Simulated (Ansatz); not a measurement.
## Single-point calculation, with input and output: AlNi

- system: AlNi (2 atoms in the cell)
- method: DFT PBEsol, scalar-relativistic, plane waves, PAW, no spin polarisation (Ansatz 0.2.0)

The structure derives from a Materials Project entry. It belongs to a series of runs on one base structure; here: all atoms moved at random (sigma 0.04 Å), cell strained at random (1 %). Figures and captions count atoms from 1; the log counts them from 0 in places.

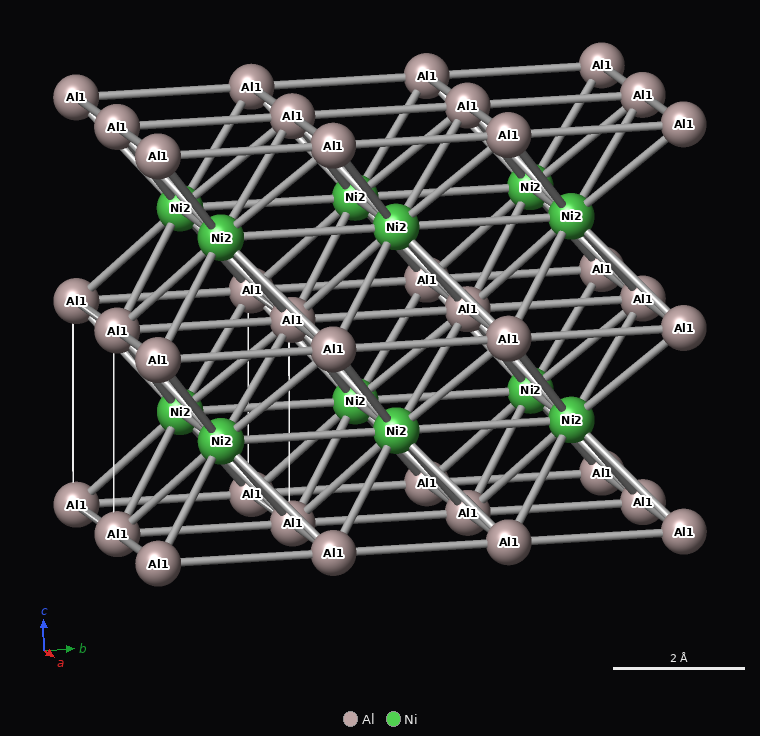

The input geometry (ball-and-stick view of the cell of the calculation, repeated 2 × 3 × 2, seen slightly off an axis; atoms are numbered from 1 in the order of the input). An atom can appear more than once, as a periodic image.

## Input file
```yaml
crystal:
  lattice:
    - [1.9200181183, -1.9425589801, -0.0037790393]
    - [1.9512319427, 1.9735411424, 0.0255001712]
    - [0.0173630105, 0.0232309344, 3.1752880394]
  atoms:
    - { symbol: Al, position: [-0.0042343019, 0.0203536993, -0.0081235684] }
    - { symbol: Ni, position: [0.5000516049, 0.4946897599, 0.4962920952] }
basis:
  ecutwfc: 420
kpoints:
  mp_grid: { grid: [10, 10, 10] }
hamiltonian:
  xc: pbesol
scf:
  occupations: { method: gaussian, width: 0.1 }
output:
  forces: true
  stress: true
  eigenvalues: true
```

Machine: 1 thread of Intel Xeon @ 2.50GHz (Skylake/Cascade Lake), 192 GiB of memory available, shared host.

Launched with:
```bash
ansatz run input.yaml --threads 1 --pin off --max-ram 2560MiB --backend cpu --events-out ev --progress --plain --runs-dir out
```

## What the program printed
```
Engine: ansatz 0.2.0, x86_64-unknown-linux-gnu
Pseudopotentials: kind: paw
Pseudopotential: Al, paw, valence charge 3, recommended cutoff 420 eV (normal), Al.paw.azcp
Pseudopotential: Ni, paw, valence charge 18, recommended cutoff 420 eV (normal), Ni.paw.azcp
Functional definition: PBEsol
  exchange = pbesol_x
  correlation = pbesol_c
Crystal: 2 atoms, lattice volume = 24.065 Å³
Basis set: ecut = 420 eV, 487 PW (Γ), exchange–correlation on 40×40×48 points (8 copies of the dense FFT grid, shifted against one another)
Bands: 15, of which v1, the nominal top of the filled ones, is band 11 counted from 1 (10 counted from 0)
Symmetry: 1 space group operations
Space group: P1 (ITA 1), of the structure as read, at distance tolerance 2.9e-5 Å
k-points: 504 of 1000 (time reversal used)
Non-local potential: Al, projectors of the file, l = 0: 2, l = 1: 2, l = 2: 1
Non-local potential: Ni, projectors of the file, l = 0: 3, l = 1: 2, l = 2: 3, l = 3: 1
PAW form: soft (Blöchl's): semilocal exchange-correlation on the pseudo side does not see the compensation charge
PAW frozen core: Al, regenerated for the run's functional, and the local potential with it (the file was generated under x = pbe(κ = 0.804, μ = 0.2195149727645171), c = pbe(β = 0.06672455060314922))
PAW frozen core: Ni, regenerated for the run's functional, and the local potential with it (the file was generated under x = pbe(κ = 0.804, μ = 0.2195149727645171), c = pbe(β = 0.06672455060314922))
PAW one-centre angular grid: Al, 110 points (default); XC on 64 Gauss nodes
PAW one-centre angular grid: Ni, 590 points (default); XC on 64 Gauss nodes
Initial density: superposition of atomic densities (neutral atoms: chi_scale 0, normalization atom), corrected by the library's trained network
Initial wavefunctions: pseudopotential atomic-orbital guess
Functional: x = pbesol(κ = 0.804, μ = 0.12345679012345678), c = pbesol(β = 0.046)
SCF iter   1: F=—  HF=-6330.785577 eV  |F-HF|=—  |Δ(HF+E_count)|=         —  Δρ=1.82e-2  dr2=4.59e-2  ethr=1.77e-3  ⟨swp⟩=4.7  Hψ=34225  notcnv=0
preconditioner: auto → none  [metal: Δε(μ)=0.005 eV  Ē_g=9.551 eV  σ=0.100 eV  W_gap=0.03  n_scr=6 (ndim 8)  ℏωp=27.3 eV  f_vac=0.000  D(μ)=1.27/eV (n_scr^D=14)  sad-step TF]
SCF iter   2: F=—  HF=-6330.780063 eV  |F-HF|=—  |Δ(HF+E_count)|=   5.51e-3  Δρ=5.92e-3  dr2=5.44e-3  ethr=2.18e-4  ⟨swp⟩=2.0  Hψ=13016  notcnv=0  defer=79
SCF iter   3: F=—  HF=-6330.779460 eV  |F-HF|=—  |Δ(HF+E_count)|=   6.03e-4  Δρ=1.02e-3  dr2=1.51e-4  ethr=2.59e-5  ⟨swp⟩=1.0  Hψ=7414  notcnv=0  defer=79
SCF iter   4: F=—  HF=-6330.779438 eV  |F-HF|=—  |Δ(HF+E_count)|=   2.15e-5  Δρ=8.97e-5  dr2=7.07e-7  ethr=7.20e-7  ⟨swp⟩=1.3  Hψ=8064  notcnv=0  defer=79
SCF iter   5: F=—  HF=-6330.779448 eV  |F-HF|=—  |Δ(HF+E_count)|=   9.63e-6  Δρ=1.52e-5  dr2=3.10e-8  ethr=3.37e-9  ⟨swp⟩=2.0  Hψ=12013  notcnv=0  defer=79
SCF iter   6: F=-6330.779448 eV  HF=-6330.779448 eV  |F-HF|=2.43e-10  |Δ(HF+E_count)|=   2.99e-9  Δρ=1.10e-6  dr2=1.42e-10  ethr=1.47e-10  ⟨swp⟩=3.7  Hψ=26924  notcnv=0
SCF 1 converged in 6 iterations: F = -6330.779448 eV  dr2 = 1.42e-10
  greatest PAW one-centre occupation: 1.001 electrons in one spin orbital (limit 2), on the Ni atom at site 1 (counted from 0), in its partial waves of l = 1
```

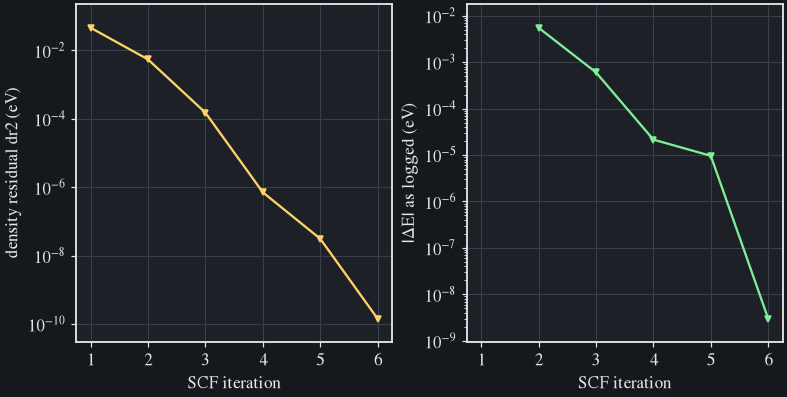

Convergence of the self-consistent field: density residual dr2 and size of the energy change against the SCF iteration. The residual falls at every step.

```
SCF converged after 6 iterations
Free energy (F): -6330.779448 eV
Harris-Foulkes:  -6330.779448 eV  (|F-HF|=2.43e-10)
Internal energy: -6330.773361 eV  (E = F + TS)
E sigma→0 (E₀):  -6330.776404 eV
Entropy (-TS):   -0.006087 eV (-3.044 meV/atom)
Fermi energy:    13.742731 eV
--- Per-component energies (eV) ---
  E_band       = -339.510041
  E_kinetic    = 311.082432
  E_local      = -4478.194147  (includes V_loc(G=0)·N_el)
  E_nonlocal   = 648.586879
  E_hartree    = 1926.097492
  E_xc         = -125.477059
  E_vxc        = -140.578682  (∫ρ·V_xc dr)
  E_paw        = -2052.640165  (= ΣΔE_a)
  E_vpaw       = -532.602607  (= ΣTr[D̂ρ^β])
  E_aug_tail   = 0.000518  (compensation charges beyond the density's cutoff)
  E_ewald      = -2560.445739
  E_core_change = 0.216428  (= ΣΔE_core)
  E_smearing   = -0.006087  (= −TS)
  E_closure    = -0.000000  (closes the sum)
  Σ components = -6330.779448   (vs F -6330.779448, Δ=0.00e0)
--- Forces (eV/Å), atoms counted from 1 ---
  atom   1  Al    -0.22554836    -0.29185780     0.11585910
  atom   2  Ni     0.22554670     0.29185467    -0.11585919
  max |Σ_I F_I| component: 3.13e-6 eV/Å
--- Stress (GPa, compression-positive) ---
        0.156017      -0.920165      -1.401858
       -0.920165      -1.596227      -1.767854
       -1.401858      -1.767854      -7.892864
  P = ⅓ Tr σ = -3.1110 GPa (-31.110 kbar)
--- Band table (eV; the first three rows and the last of 504) ---
  k-point 0: bands = ["-89.2571", "-49.8311", "-49.7942", "-49.7751", "2.6152", "10.3913", "10.5630", "12.1149", "12.1663", "12.4878", "16.1401", "20.4318", "20.7218", "21.2726", "22.3853"]
  k-point 1: bands = ["-89.2570", "-49.8318", "-49.7942", "-49.7751", "2.7668", "10.3013", "10.5876", "12.0740", "12.1291", "12.4908", "15.1886", "20.8169", "21.4554", "21.7198", "22.3657"]
  k-point 2: bands = ["-89.2570", "-49.8335", "-49.7941", "-49.7750", "3.2175", "9.9129", "10.6534", "11.9706", "12.0343", "12.4989", "13.7368", "21.3721", "21.9992", "22.3157", "23.8829"]
  k-point 503: bands = ["-89.2511", "-49.8328", "-49.8323", "-49.8052", "9.6774", "9.7043", "9.7441", "12.5615", "12.9742", "15.5134", "15.8229", "15.9944", "17.3779", "17.6265", "17.9166"]
```

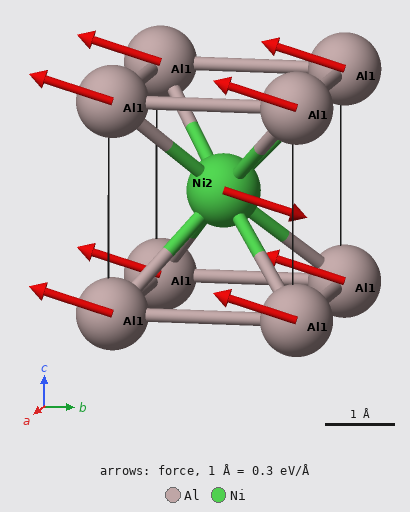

Forces on the atoms as red arrows (ball-and-stick view of the cell of the calculation, seen slightly off an axis; atoms are numbered from 1 in the order of the input). The largest act on Al1 (0.39 eV/Å); Ni2 (0.39 eV/Å). The geometry is not a stationary point of this energy.

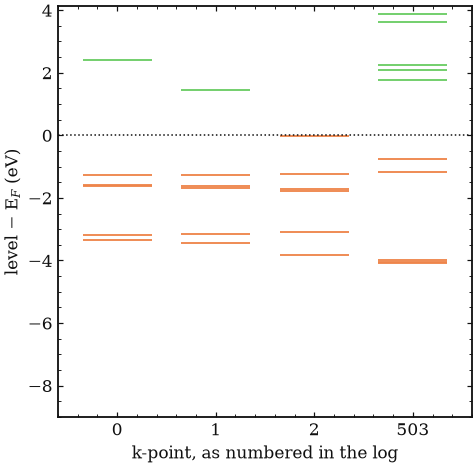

Kohn–Sham levels near the Fermi level (dotted) at the few k-points that the log prints; levels within 0.02 eV of each other stand side by side. The system is metallic on the full mesh.

## Key numbers

| quantity | value |
| --- | --- |
| outcome | converged |
| space group (tolerance 0.01 Å) | P1 (1) |
| electrons treated | 21 |
| free energy | −6330.7794 eV |
| Fermi energy | 13.743 eV |
| gap on the k-point mesh | none (metallic) |
| pressure | −3.11 GPa |
| largest force (length of the vector) | 0.387 eV/Å |
| wall time | 16 s |
| peak memory | 0.54 GiB |

The run has no spin polarisation, so a magnetic state may lie lower.
